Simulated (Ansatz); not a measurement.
Input

```
crystal:
  lattice:
    - [0.0, 3.8765427331, -4.4301029363]
    - [0.0, 3.8765427331, 4.4301029363]
    - [10.9599057429, 0.0, 0.0]
  atoms:
    - { symbol: Ge, position: [0.9320786098, 0.8179213902, 0.1232228231] }
    - { symbol: Ge, position: [0.4320786098, 0.3179213902, 0.1232228231] }
    - { symbol: Ge, position: [0.0896192302, 0.6888710669, 0.6289492832] }
    - { symbol: Ge, position: [0.5679213902, 0.1820786098, 0.6232228231] }
    - { symbol: Ge, position: [0.9320786098, 0.3179213902, 0.3767771769] }
    - { symbol: Ge, position: [0.4320786098, 0.8179213902, 0.3767771769] }
    - { symbol: Ge, position: [0.0763499642, 0.1782258022, 0.8677546762] }
    - { symbol: Ge, position: [0.5779221404, 0.679574642, 0.8754270327] }
    - { symbol: Ge, position: [0.1255034464, 0.620141729, 0.8535932246] }
    - { symbol: Se, position: [0.6239873873, 0.1260126127, 0.8546473715] }
    - { symbol: Se, position: [0.8760126127, 0.8739873873, 0.3546473715] }
    - { symbol: Se, position: [0.3760126127, 0.3739873873, 0.3546473715] }
    - { symbol: Se, position: [0.1239873873, 0.1260126127, 0.6453526285] }
    - { symbol: Se, position: [0.6239873873, 0.6260126127, 0.6453526285] }
    - { symbol: Se, position: [0.8760126127, 0.3739873873, 0.1453526285] }
    - { symbol: Se, position: [0.3760126127, 0.8739873873, 0.1453526285] }
  host:
    lattice:
      - [10.9599057429, 0.0, 0.0]
      - [0.0, 3.8765427331, 0.0]
      - [0.0, 0.0, 4.4301029363]
    atoms:
      - { symbol: Ge, position: [0.1232228231, 0.75, 0.8858427804] }
      - { symbol: Ge, position: [0.6232228231, 0.75, 0.6141572196] }
      - { symbol: Ge, position: [0.3767771769, 0.25, 0.3858427804] }
      - { symbol: Ge, position: [0.8767771769, 0.25, 0.1141572196] }
      - { symbol: Se, position: [0.8546473715, 0.75, 0.5020252254] }
      - { symbol: Se, position: [0.3546473715, 0.75, -0.0020252254] }
      - { symbol: Se, position: [0.6453526285, 0.25, 1.0020252254] }
      - { symbol: Se, position: [0.1453526285, 0.25, 0.4979747746] }
basis:
  ecutwfc: 420
  xc_grid: 2
kpoints:
  mp_grid: { grid: [3, 3, 2], shift: [0.0, 0.0, 0.5] }
hamiltonian:
  xc: pbe
  dispersion: d3bj
scf:
  occupations: { method: gaussian, width: 0.01 }
output:
  forces: true
  stress: false
  eigenvalues: true
  charged_corrections: { defect_position: [0.12398739, 0.62601261, 0.85464737] }
  write_density: true
  write_potential: true
  elf: true
  volumetric_format: npy
relax:
  adjacent_minimum: "off"
  f_tol: 0.025
  max_steps: 45
```

Command:

```sh
ansatz run input.yaml --threads 2 --pin off --max-ram 5120MiB --backend cpu --events-out ev --progress --plain --runs-dir out
```

The fields are those of the relaxed geometry.

Method: DFT PBE+D3(BJ), scalar-relativistic, plane waves, PAW in Ansatz.

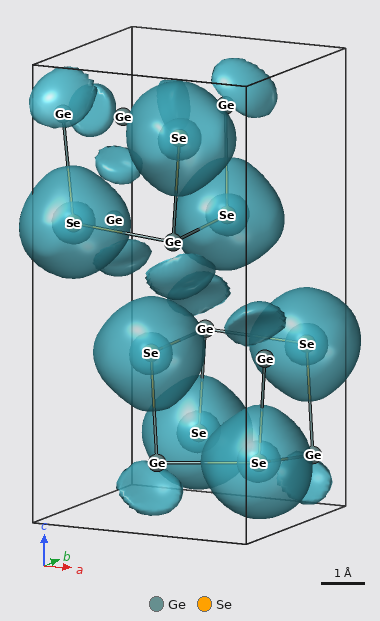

Ge₉Se₇ (cell with a defect). Isosurface of the electron localisation function at 0.6 (cyan), seen slightly off an axis. Only the valence region is drawn (cores and ρ < 0.01 e/Å³ removed). Sticks mark near contacts.

In a PAW calculation such maps are meaningful between the atoms, not at the nuclei.

Describe the localisation domains.

The ELF exceeds this value in three regions between bonded Ge–Ge atoms (shared pairs), seven regions on Se in which the atom's valence shell and bonds are merged and eight lobes on Ge, pointing away from the bonds (lone pairs), counted in one cell of 16 atoms. Regions shared between cells count once. Along the contacts the grid gives the following. Ge–Se (2.52 Å): the ELF is about 0.70 at the midpoint. Ge–Se (2.59 Å): the ELF is about 0.65 at the midpoint.
